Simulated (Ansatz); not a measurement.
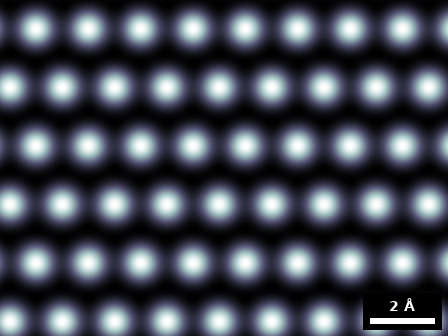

Dark-field STEM-like image of a crystal. Simulated incoherent Z contrast: every atom adds Z^1.6 spread by a probe of 0.97 Å full width; channelling and multiple scattering are left out.

> Give the net of the columns and its spacings.

The pattern repeats on a centred rectangular net of 1.6 × 3.7 Å.

> What is the plane group of the image?

c2mm: perpendicular mirror lines on a centred net, with further twofold points between them.

> How many columns does the smallest repeating cell hold, and how many levels of brightness?

1 column in the primitive cell of 3.0 Å², all of one brightness.

The crystal is Cd (Im-3m, No. 229) seen along [210]. Structure: the end point of a relaxation with DFT, revPBE, plane waves (420 eV) with PAW, scalar-relativistic in Ansatz 0.2.0; the starting structure was generated, so it need not be a known form of this composition.
